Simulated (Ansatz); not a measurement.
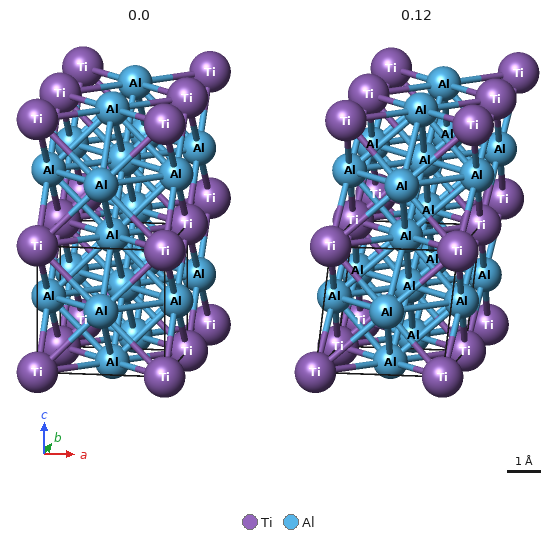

A crystal of TiAl₃ (set up in Pm-3m), under shear of c along a (cell held, atoms fixed by symmetry), with energies (extrapolated to zero smearing) counted from the relaxed crystal, which is the row at zero. The picture shows the first and the last member. The picture is a ball-and-stick view of the cell of the calculation, repeated 1 × 2 × 2 with one cell outlined, seen slightly off an axis.

Computed with Ansatz 0.2.0: DFT r2SCAN, scalar-relativistic, plane waves, PAW. (plane-wave cutoff 500 eV; k-point mesh 14 × 14 × 14; occupations gaussian; smearing width 0.1 eV; no spin polarisation)

| strain | energy (meV/atom) | a (Å) | c (Å) |
| --- | --- | --- | --- |
| 0.0 | 0.00 | 3.956 | 3.956 |
| 0.02 | ? | ? | ? |
| 0.04 | 6.83 | 3.956 | 3.959 |
| 0.06 | 15.48 | 3.956 | 3.963 |
| 0.08 | 27.36 | 3.956 | 3.968 |
| 0.12 | 60.31 | 3.956 | 3.984 |

> Fill in the missing row.

A parabola through three neighbouring rows (0.0, 0.04, 0.06) gives, with Lagrange weights, (0.3333)(0.00) + (1.0000)(6.83) + (−0.3333)(15.48) = 1.67 meV/atom. The calculation gives 1.66 meV/atom (a = 3.956 Å, c = 3.956 Å). The estimate is 0.01 meV/atom too high. From the first member to the last: Al–Ti 2.797 → 2.970 Å, Al–Al 2.797 → 2.970 Å, Al–Ti 2.797 → 2.635 Å.

The whole series:

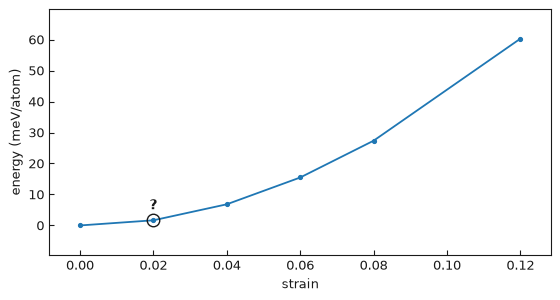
